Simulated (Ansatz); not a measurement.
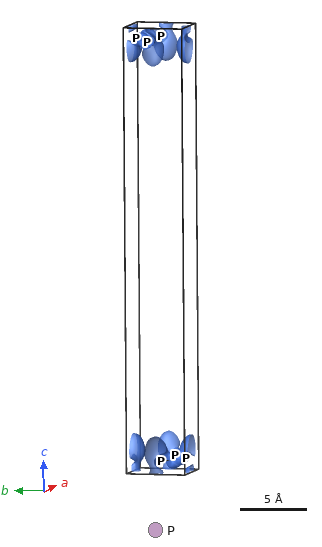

P. Isosurface of the electron localisation function at 0.75 (blue), seen at an oblique angle. Only the valence region is drawn (cores and ρ < 0.01 e/Å³ removed). Sticks mark near contacts.

Space group P1; a structure from a database of computed crystals, not necessarily the ambient phase; changed on purpose from its base cell (all atoms moved at random (sigma 0.03 A a component), cell strained at random (sigma 0.03)); not relaxed (largest force 0.9 eV/Å).

The calculation used DFT r2SCAN, scalar-relativistic, plane waves, PAW (Ansatz 0.2.0).

Core electrons are frozen (PAW), and the valence fields are smoothed inside the atomic spheres.

**Describe the localisation domains.**

The surface consists of sheets that run through the cell in two directions, counted in one cell of 4 atoms. Any copies at cell faces, edges or corners count once. There are no localised bonds or lone pairs at this value. Along the contacts the grid gives the following. P–P (2.18 Å): the ELF peaks at about 0.90 between the atoms; a covalent bond. P–P (2.23 Å): the ELF peaks at about 0.90 between the atoms (localised, covalent bonding).

**Does the calculation give a band gap?**

It is gapped, with a Kohn–Sham gap of 1.1 eV on the k-point mesh, an upper bound to the gap of this method.
